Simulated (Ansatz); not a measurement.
Ta: molecular dynamics (part 2 of 2)

Ta (slab, 7 atoms in the cell); DFT with PBE, PAW plane waves, no spin polarisation (Ansatz 0.2.0); cutoff 420 eV, 5×5×1 k-mesh, cold smearing of 0.15 eV. The structure is a generated slab.

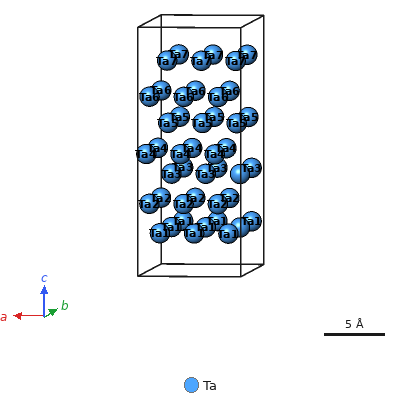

The geometry at step 10 of the log (spheres-only view of the 3 × 2 repeat of the cell, with the vacuum cut short, seen slightly off an axis; atoms are numbered from 1 in the order of the input).

File md.tsv, continued:
```
8	8.000000	-6.9521889387e4	1.4497955528e0	-6.9520439810e4	1869.3532	2	nan	nan	nan	nan	nan	nan	nan	nan	nan	nan	nan	nan	nan	nan	nan	nan	nan	0.0000000000e0
9	9.000000	-6.9521879008e4	1.4395071451e0	-6.9520439809e4	1856.0874	3	nan	nan	nan	nan	nan	nan	nan	nan	nan	nan	nan	nan	nan	nan	nan	nan	nan	0.0000000000e0
10	10.000000	-6.9521869236e4	1.4298449466e0	-6.9520439808e4	1843.6291	7	nan	nan	nan	nan	nan	nan	nan	nan	nan	nan	nan	nan	nan	nan	nan	nan	nan	0.0000000000e0
11	11.000000	-6.9521860086e4	1.4208259131e0	-6.9520439808e4	1832.0000	3	nan	nan	nan	nan	nan	nan	nan	nan	nan	nan	nan	nan	nan	nan	nan	nan	nan	0.0000000000e0
12	12.000000	-6.9521851568e4	1.4124623702e0	-6.9520439808e4	1821.2161	2	nan	nan	nan	nan	nan	nan	nan	nan	nan	nan	nan	nan	nan	nan	nan	nan	nan	0.0000000000e0
13	13.000000	-6.9521843689e4	1.4047618845e0	-6.9520439808e4	1811.2872	3	nan	nan	nan	nan	nan	nan	nan	nan	nan	nan	nan	nan	nan	nan	nan	nan	nan	0.0000000000e0
14	14.000000	-6.9521836451e4	1.3977272505e0	-6.9520439808e4	1802.2168	2	nan	nan	nan	nan	nan	nan	nan	nan	nan	nan	nan	nan	nan	nan	nan	nan	nan	0.0000000000e0
15	15.000000	-6.9521829850e4	1.3913566625e0	-6.9520439809e4	1794.0026	2	nan	nan	nan	nan	nan	nan	nan	nan	nan	nan	nan	nan	nan	nan	nan	nan	nan	0.0000000000e0
16	16.000000	-6.9521823879e4	1.3856437641e0	-6.9520439810e4	1786.6365	3	nan	nan	nan	nan	nan	nan	nan	nan	nan	nan	nan	nan	nan	nan	nan	nan	nan	0.0000000000e0
17	17.000000	-6.9521818526e4	1.3805777785e0	-6.9520439811e4	1780.1044	2	nan	nan	nan	nan	nan	nan	nan	nan	nan	nan	nan	nan	nan	nan	nan	nan	nan	0.0000000000e0
18	18.000000	-6.9521813775e4	1.3761431168e0	-6.9520439812e4	1774.3864	3	nan	nan	nan	nan	nan	nan	nan	nan	nan	nan	nan	nan	nan	nan	nan	nan	nan	0.0000000000e0
19	19.000000	-6.9521809605e4	1.3723199218e0	-6.9520439814e4	1769.4568	2	nan	nan	nan	nan	nan	nan	nan	nan	nan	nan	nan	nan	nan	nan	nan	nan	nan	0.0000000000e0
20	20.000000	-6.9521805992e4	1.3690840056e0	-6.9520439816e4	1765.2845	7	nan	nan	nan	nan	nan	nan	nan	nan	nan	nan	nan	nan	nan	nan	nan	nan	nan	0.0000000000e0
```

Trajectory as extended XYZ (Å, eV, eV/Å), 21 frames, from step=0 to step=20:
```
7
Lattice="2.8932 0.0000 0.0000 -0.9092 -2.6683 0.0000 0.0000 0.0000 24.5713" Properties=species:S:1:pos:R:3:forces:R:3 step=0 time_fs=0.0 energy=-69521.99095 temperature=2000.0
Ta    0.1086   -2.4436    1.3278   -0.0130  -0.4216  -0.3635
Ta    1.9584   -1.2056    3.5406   -0.2309   0.9742   0.3748
Ta    0.0693   -2.0025    5.9884    0.7347  -0.5147  -2.3403
Ta    2.2093   -0.5191    8.0174   -0.3480  -0.1008   2.7165
Ta    0.3811   -1.8725   10.4952   -0.4544   0.2025  -0.1749
Ta    1.9027   -0.5662   12.9442    0.5369  -0.2165   1.3345
Ta    0.5065   -1.8409   15.8051   -0.2252   0.0768  -1.5471
7
Lattice="2.8932 0.0000 0.0000 -0.9092 -2.6683 0.0000 0.0000 0.0000 24.5713" Properties=species:S:1:pos:R:3:forces:R:3 step=1 time_fs=1.0 energy=-69521.97679 temperature=1981.8
Ta    0.1094   -2.4435    1.3286   -0.0135  -0.4270  -0.3596
Ta    1.9581   -1.2088    3.5437   -0.2256   0.9794   0.3783
Ta    0.0724   -1.9994    5.9937    0.7238  -0.5064  -2.4121
Ta    2.2078   -0.5154    8.0164   -0.3394  -0.1142   2.7603
Ta    0.3812   -1.8715   10.4887   -0.4529   0.2073  -0.1317
Ta    1.9042   -0.5665   12.9434    0.5323  -0.2181   1.3125
Ta    0.5029   -1.8453   15.8042   -0.2247   0.0790  -1.5477
7
Lattice="2.8932 0.0000 0.0000 -0.9092 -2.6683 0.0000 0.0000 0.0000 24.5713" Properties=species:S:1:pos:R:3:forces:R:3 step=2 time_fs=2.0 energy=-69521.96297 temperature=1963.9
Ta    0.1101   -2.4435    1.3295   -0.0142  -0.4321  -0.3556
Ta    1.9577   -1.2121    3.5469   -0.2202   0.9842   0.3812
Ta    0.0756   -1.9963    5.9988    0.7119  -0.4974  -2.4810
Ta    2.2063   -0.5118    8.0155   -0.3296  -0.1283   2.8016
Ta    0.3812   -1.8705   10.4822   -0.4514   0.2122  -0.0880
Ta    1.9056   -0.5667   12.9426    0.5278  -0.2198   1.2901
Ta    0.4993   -1.8496   15.8032   -0.2242   0.0812  -1.5481
7
Lattice="2.8932 0.0000 0.0000 -0.9092 -2.6683 0.0000 0.0000 0.0000 24.5713" Properties=species:S:1:pos:R:3:forces:R:3 step=3 time_fs=3.0 energy=-69521.94952 temperature=1946.6
Ta    0.1108   -2.4435    1.3303   -0.0150  -0.4368  -0.3514
Ta    1.9573   -1.2152    3.5500   -0.2146   0.9887   0.3831
Ta    0.0788   -1.9933    6.0039    0.6989  -0.4877  -2.5468
Ta    2.2048   -0.5081    8.0148   -0.3187  -0.1431   2.8399
Ta    0.3813   -1.8694   10.4757   -0.4502   0.2173  -0.0437
Ta    1.9071   -0.5670   12.9419    0.5233  -0.2216   1.2671
Ta    0.4957   -1.8539   15.8022   -0.2237   0.0833  -1.5483
7
Lattice="2.8932 0.0000 0.0000 -0.9092 -2.6683 0.0000 0.0000 0.0000 24.5713" Properties=species:S:1:pos:R:3:forces:R:3 step=4 time_fs=4.0 energy=-69521.93650 temperature=1929.8
Ta    0.1116   -2.4435    1.3311   -0.0159  -0.4413  -0.3470
Ta    1.9569   -1.2184    3.5532   -0.2089   0.9928   0.3842
Ta    0.0821   -1.9902    6.0088    0.6848  -0.4773  -2.6092
Ta    2.2033   -0.5045    8.0142   -0.3066  -0.1587   2.8751
Ta    0.3813   -1.8684   10.4691   -0.4491   0.2225   0.0014
Ta    1.9086   -0.5673   12.9413    0.5189  -0.2234   1.2436
Ta    0.4921   -1.8582   15.8010   -0.2232   0.0854  -1.5482
7
Lattice="2.8932 0.0000 0.0000 -0.9092 -2.6683 0.0000 0.0000 0.0000 24.5713" Properties=species:S:1:pos:R:3:forces:R:3 step=5 time_fs=5.0 energy=-69521.92394 temperature=1913.7
Ta    0.1123   -2.4435    1.3318   -0.0170  -0.4454  -0.3424
Ta    1.9565   -1.2214    3.5564   -0.2030   0.9966   0.3843
Ta    0.0853   -1.9872    6.0135    0.6697  -0.4662  -2.6681
Ta    2.2018   -0.5008    8.0138   -0.2934  -0.1751   2.9071
Ta    0.3813   -1.8673   10.4626   -0.4482   0.2278   0.0473
Ta    1.9102   -0.5676   12.9408    0.5146  -0.2252   1.2195
Ta    0.4885   -1.8625   15.7998   -0.2227   0.0875  -1.5478
7
Lattice="2.8932 0.0000 0.0000 -0.9092 -2.6683 0.0000 0.0000 0.0000 24.5713" Properties=species:S:1:pos:R:3:forces:R:3 step=6 time_fs=6.0 energy=-69521.91188 temperature=1898.2
Ta    0.1130   -2.4436    1.3326   -0.0182  -0.4493  -0.3376
Ta    1.9561   -1.2244    3.5596   -0.1970   1.0002   0.3835
Ta    0.0887   -1.9843    6.0181    0.6536  -0.4543  -2.7235
Ta    2.2002   -0.4972    8.0135   -0.2791  -0.1923   2.9358
Ta    0.3813   -1.8662   10.4561   -0.4476   0.2333   0.0943
Ta    1.9118   -0.5679   12.9403    0.5104  -0.2271   1.1948
Ta    0.4849   -1.8668   15.7985   -0.2222   0.0896  -1.5473
7
Lattice="2.8932 0.0000 0.0000 -0.9092 -2.6683 0.0000 0.0000 0.0000 24.5713" Properties=species:S:1:pos:R:3:forces:R:3 step=7 time_fs=7.0 energy=-69521.90035 temperature=1883.4
Ta    0.1138   -2.4437    1.3333   -0.0196  -0.4528  -0.3324
Ta    1.9557   -1.2274    3.5629   -0.1908   1.0034   0.3815
Ta    0.0920   -1.9813    6.0226    0.6365  -0.4417  -2.7753
Ta    2.1986   -0.4936    8.0134   -0.2637  -0.2104   2.9609
Ta    0.3812   -1.8652   10.4496   -0.4471   0.2390   0.1424
Ta    1.9134   -0.5683   12.9398    0.5064  -0.2290   1.1693
Ta    0.4812   -1.8711   15.7971   -0.2217   0.0916  -1.5464
7
Lattice="2.8932 0.0000 0.0000 -0.9092 -2.6683 0.0000 0.0000 0.0000 24.5713" Properties=species:S:1:pos:R:3:forces:R:3 step=8 time_fs=8.0 energy=-69521.88939 temperature=1869.4
Ta    0.1145   -2.4438    1.3340   -0.0211  -0.4561  -0.3270
Ta    1.9553   -1.2303    3.5661   -0.1844   1.0063   0.3785
Ta    0.0954   -1.9784    6.0269    0.6186  -0.4283  -2.8235
Ta    2.1970   -0.4899    8.0134   -0.2472  -0.2294   2.9823
Ta    0.3811   -1.8641   10.4431   -0.4469   0.2448   0.1917
Ta    1.9150   -0.5686   12.9395    0.5024  -0.2309   1.1433
Ta    0.4775   -1.8754   15.7957   -0.2213   0.0936  -1.5454
7
Lattice="2.8932 0.0000 0.0000 -0.9092 -2.6683 0.0000 0.0000 0.0000 24.5713" Properties=species:S:1:pos:R:3:forces:R:3 step=9 time_fs=9.0 energy=-69521.87901 temperature=1856.1
Ta    0.1152   -2.4439    1.3347   -0.0228  -0.4591  -0.3211
Ta    1.9549   -1.2332    3.5694   -0.1779   1.0089   0.3743
Ta    0.0988   -1.9755    6.0311    0.5997  -0.4142  -2.8679
Ta    2.1954   -0.4863    8.0136   -0.2297  -0.2492   2.9999
Ta    0.3810   -1.8629   10.4366   -0.4470   0.2507   0.2425
Ta    1.9166   -0.5690   12.9391    0.4985  -0.2328   1.1165
Ta    0.4739   -1.8797   15.7941   -0.2209   0.0956  -1.5442
7
Lattice="2.8932 0.0000 0.0000 -0.9092 -2.6683 0.0000 0.0000 0.0000 24.5713" Properties=species:S:1:pos:R:3:forces:R:3 step=10 time_fs=10.0 energy=-69521.86924 temperature=1843.6
Ta    0.1160   -2.4440    1.3354   -0.0246  -0.4619  -0.3148
Ta    1.9544   -1.2360    3.5727   -0.1713   1.0113   0.3690
Ta    0.1023   -1.9726    6.0351    0.5801  -0.3993  -2.9087
Ta    2.1938   -0.4827    8.0140   -0.2113  -0.2699   3.0136
Ta    0.3809   -1.8618   10.4301   -0.4472   0.2568   0.2947
Ta    1.9183   -0.5693   12.9389    0.4947  -0.2346   1.0891
Ta    0.4702   -1.8840   15.7925   -0.2205   0.0976  -1.5428
7
Lattice="2.8932 0.0000 0.0000 -0.9092 -2.6683 0.0000 0.0000 0.0000 24.5713" Properties=species:S:1:pos:R:3:forces:R:3 step=11 time_fs=11.0 energy=-69521.86009 temperature=1832.0
Ta    0.1167   -2.4442    1.3361   -0.0265  -0.4644  -0.3081
Ta    1.9540   -1.2387    3.5761   -0.1645   1.0134   0.3623
Ta    0.1058   -1.9697    6.0390    0.5598  -0.3837  -2.9457
Ta    2.1922   -0.4792    8.0145   -0.1919  -0.2914   3.0231
Ta    0.3808   -1.8607   10.4236   -0.4478   0.2630   0.3485
Ta    1.9200   -0.5697   12.9387    0.4911  -0.2364   1.0611
Ta    0.4665   -1.8882   15.7908   -0.2201   0.0996  -1.5412
7
Lattice="2.8932 0.0000 0.0000 -0.9092 -2.6683 0.0000 0.0000 0.0000 24.5713" Properties=species:S:1:pos:R:3:forces:R:3 step=12 time_fs=12.0 energy=-69521.85157 temperature=1821.2
Ta    0.1174   -2.4444    1.3367   -0.0286  -0.4667  -0.3010
Ta    1.9535   -1.2414    3.5794   -0.1577   1.0153   0.3543
Ta    0.1093   -1.9668    6.0427    0.5388  -0.3675  -2.9788
Ta    2.1906   -0.4756    8.0152   -0.1718  -0.3138   3.0285
Ta    0.3806   -1.8595   10.4172   -0.4486   0.2694   0.4038
Ta    1.9218   -0.5701   12.9386    0.4875  -0.2382   1.0327
Ta    0.4628   -1.8925   15.7890   -0.2198   0.1016  -1.5396
7
Lattice="2.8932 0.0000 0.0000 -0.9092 -2.6683 0.0000 0.0000 0.0000 24.5713" Properties=species:S:1:pos:R:3:forces:R:3 step=13 time_fs=13.0 energy=-69521.84369 temperature=1811.3
Ta    0.1181   -2.4447    1.3373   -0.0307  -0.4688  -0.2934
Ta    1.9530   -1.2440    3.5828   -0.1507   1.0169   0.3452
Ta    0.1129   -1.9640    6.0463    0.5172  -0.3507  -3.0083
Ta    2.1889   -0.4721    8.0160   -0.1508  -0.3370   3.0294
Ta    0.3804   -1.8584   10.4107   -0.4496   0.2759   0.4609
Ta    1.9235   -0.5705   12.9385    0.4841  -0.2398   1.0038
Ta    0.4591   -1.8968   15.7871   -0.2195   0.1035  -1.5376
7
Lattice="2.8932 0.0000 0.0000 -0.9092 -2.6683 0.0000 0.0000 0.0000 24.5713" Properties=species:S:1:pos:R:3:forces:R:3 step=14 time_fs=14.0 energy=-69521.83645 temperature=1802.2
Ta    0.1189   -2.4449    1.3380   -0.0330  -0.4706  -0.2853
Ta    1.9525   -1.2466    3.5862   -0.1436   1.0184   0.3347
Ta    0.1164   -1.9612    6.0497    0.4951  -0.3335  -3.0339
Ta    2.1873   -0.4685    8.0170   -0.1291  -0.3609   3.0258
Ta    0.3802   -1.8572   10.4043   -0.4509   0.2825   0.5197
Ta    1.9253   -0.5709   12.9385    0.4807  -0.2414   0.9746
Ta    0.4553   -1.9010   15.7851   -0.2192   0.1054  -1.5356
7
Lattice="2.8932 0.0000 0.0000 -0.9092 -2.6683 0.0000 0.0000 0.0000 24.5713" Properties=species:S:1:pos:R:3:forces:R:3 step=15 time_fs=15.0 energy=-69521.82985 temperature=1794.0
Ta    0.1196   -2.4452    1.3386   -0.0353  -0.4723  -0.2766
Ta    1.9520   -1.2492    3.5896   -0.1365   1.0196   0.3228
Ta    0.1200   -1.9584    6.0529    0.4726  -0.3158  -3.0557
Ta    2.1856   -0.4650    8.0182   -0.1067  -0.3854   3.0175
Ta    0.3799   -1.8560   10.3979   -0.4525   0.2893   0.5803
Ta    1.9271   -0.5714   12.9385    0.4773  -0.2428   0.9452
Ta    0.4516   -1.9053   15.7831   -0.2189   0.1073  -1.5334
7
Lattice="2.8932 0.0000 0.0000 -0.9092 -2.6683 0.0000 0.0000 0.0000 24.5713" Properties=species:S:1:pos:R:3:forces:R:3 step=16 time_fs=16.0 energy=-69521.82388 temperature=1786.6
Ta    0.1203   -2.4455    1.3391   -0.0378  -0.4737  -0.2674
Ta    1.9515   -1.2516    3.5930   -0.1293   1.0207   0.3097
Ta    0.1237   -1.9556    6.0560    0.4497  -0.2978  -3.0736
Ta    2.1839   -0.4616    8.0195   -0.0838  -0.4105   3.0042
Ta    0.3797   -1.8548   10.3916   -0.4542   0.2963   0.6427
Ta    1.9290   -0.5718   12.9386    0.4740  -0.2442   0.9156
Ta    0.4478   -1.9095   15.7810   -0.2187   0.1092  -1.5312
7
Lattice="2.8932 0.0000 0.0000 -0.9092 -2.6683 0.0000 0.0000 0.0000 24.5713" Properties=species:S:1:pos:R:3:forces:R:3 step=17 time_fs=17.0 energy=-69521.81853 temperature=1780.1
Ta    0.1210   -2.4458    1.3397   -0.0402  -0.4750  -0.2576
Ta    1.9510   -1.2540    3.5964   -0.1221   1.0216   0.2952
Ta    0.1273   -1.9529    6.0589    0.4265  -0.2796  -3.0876
Ta    2.1823   -0.4581    8.0210   -0.0602  -0.4361   2.9859
Ta    0.3794   -1.8535   10.3853   -0.4563   0.3034   0.7070
Ta    1.9308   -0.5723   12.9387    0.4708  -0.2454   0.8859
Ta    0.4441   -1.9138   15.7788   -0.2185   0.1111  -1.5288
7
Lattice="2.8932 0.0000 0.0000 -0.9092 -2.6683 0.0000 0.0000 0.0000 24.5713" Properties=species:S:1:pos:R:3:forces:R:3 step=18 time_fs=18.0 energy=-69521.81378 temperature=1774.4
Ta    0.1217   -2.4462    1.3403   -0.0428  -0.4760  -0.2473
Ta    1.9505   -1.2564    3.5999   -0.1150   1.0224   0.2794
Ta    0.1310   -1.9501    6.0616    0.4032  -0.2614  -3.0976
Ta    2.1806   -0.4547    8.0227   -0.0362  -0.4620   2.9623
Ta    0.3790   -1.8523   10.3790   -0.4585   0.3106   0.7732
Ta    1.9327   -0.5727   12.9389    0.4676  -0.2465   0.8562
Ta    0.4403   -1.9180   15.7765   -0.2183   0.1129  -1.5262
7
Lattice="2.8932 0.0000 0.0000 -0.9092 -2.6683 0.0000 0.0000 0.0000 24.5713" Properties=species:S:1:pos:R:3:forces:R:3 step=19 time_fs=19.0 energy=-69521.80961 temperature=1769.5
Ta    0.1224   -2.4466    1.3408   -0.0454  -0.4769  -0.2363
Ta    1.9500   -1.2587    3.6033   -0.1079   1.0231   0.2622
Ta    0.1347   -1.9474    6.0642    0.3797  -0.2433  -3.1036
Ta    2.1789   -0.4512    8.0245   -0.0117  -0.4882   2.9334
Ta    0.3787   -1.8510   10.3728   -0.4610   0.3180   0.8413
Ta    1.9346   -0.5732   12.9391    0.4645  -0.2475   0.8267
Ta    0.4365   -1.9223   15.7741   -0.2182   0.1147  -1.5236
7
Lattice="2.8932 0.0000 0.0000 -0.9092 -2.6683 0.0000 0.0000 0.0000 24.5713" Properties=species:S:1:pos:R:3:forces:R:3 step=20 time_fs=20.0 energy=-69521.80599 temperature=1765.3
Ta    0.1231   -2.4470    1.3414   -0.0480  -0.4776  -0.2248
Ta    1.9495   -1.2610    3.6068   -0.1009   1.0236   0.2437
Ta    0.1384   -1.9447    6.0666    0.3562  -0.2254  -3.1055
Ta    2.1773   -0.4478    8.0264    0.0132  -0.5145   2.8989
Ta    0.3783   -1.8497   10.3666   -0.4638   0.3256   0.9113
Ta    1.9366   -0.5737   12.9393    0.4613  -0.2483   0.7972
Ta    0.4327   -1.9265   15.7717   -0.2180   0.1166  -1.5208
```

This output came from the following input.

Input:
```yaml
crystal:
  lattice:
    - [2.893183, 0.0, 0.0]
    - [-0.909225, -2.668306, 0.0]
    - [0.0, 0.0, 24.571304]
  atoms:
    - { symbol: Ta, position: [0.325348, 0.915781, 0.054038] }
    - { symbol: Ta, position: [0.818892, 0.451808, 0.144095] }
    - { symbol: Ta, position: [0.259798, 0.750486, 0.243714] }
    - { symbol: Ta, position: [0.824759, 0.194546, 0.326293] }
    - { symbol: Ta, position: [0.352255, 0.701759, 0.427133] }
    - { symbol: Ta, position: [0.724343, 0.212197, 0.526803] }
    - { symbol: Ta, position: [0.391884, 0.689927, 0.643233] }
kpoints:
  mp_grid: { grid: [5, 5, 1] }
magnetization:
  spin_polarized: false
scf:
  occupations: { method: cold, width: 0.15 }
hamiltonian:
  pseudopotentials: { kind: paw }
  xc: pbe
basis:
  ecutwfc: 420
md:
  timestep: 1.0
  n_steps: 20
  ensemble: nvt_nose_hoover
  temperature: 2000.0
  initial_velocities: maxwell_boltzmann
  seed: 221370
```

Launch command:
```bash
ansatz run input.yaml --threads 2 --pin off --max-ram 2560MiB --backend cpu --events-out ev --progress --plain --runs-dir out
```

Summary:

```csv
quantity,value
outcome,finished
mean temperature over the second half,1798 K
trajectory,"20 steps, 20 fs"
ensemble,nvt_nose_hoover
temperature in the input,2000.0 K
time step,1.0 fs
electrons treated,91
potential energy (free energy of the electrons) (last step),−69521.8060 eV
Fermi energy (last step),11.079 eV
largest force (length of the vector) (last step),3.134 eV/Å
hardware,"2 threads of Arm Neoverse N1, 98 GiB of memory available, shared host"
wall time,2.4 min (CPU time 4.7 min)
peak memory,0.56 GiB
```

Notes:

Spin–orbit coupling is left out, which matters for Ta. So short a trajectory is not equilibrated.
